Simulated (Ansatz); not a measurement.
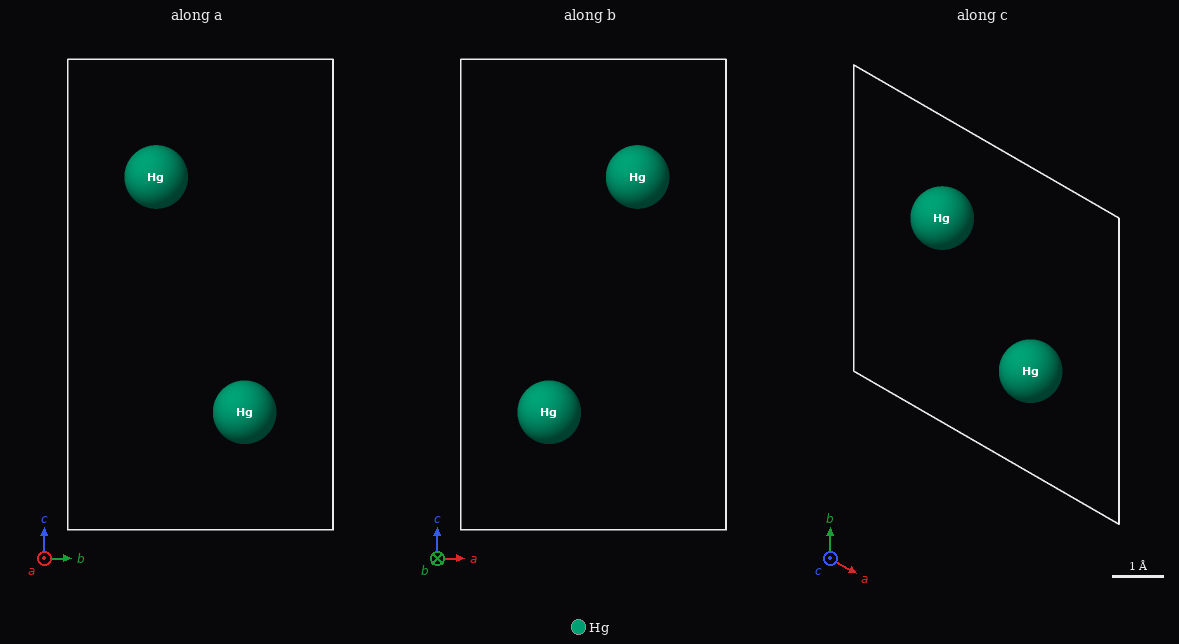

View along the a axis, along the b axis and along the c axis, drawn as a spheres-only model. The lines enclose the conventional unit cell; boundary atoms appear with their images.

Lattice parameters: a = 6.094 Å, b = 6.094 Å, c = 9.366 Å, α = 90.00°, β = 90.00°, γ = 120.00°. Put a along x and b in the xy plane.

> Set out the cell and atoms as a POSCAR file.

```
Hg
1.0
     6.094    0.000    0.000
    -3.047    5.277    0.000
     0.000    0.000    9.366
Hg
2
Direct
  0.3333 0.6667 0.2500
  0.6667 0.3333 0.7500
```

The cell started as a structure type filled with this element by a generator (whether the element takes this form wasn't checked). Earlier steps of the study may have refined or changed the cell and positions. A calculation with Ansatz used it as input.
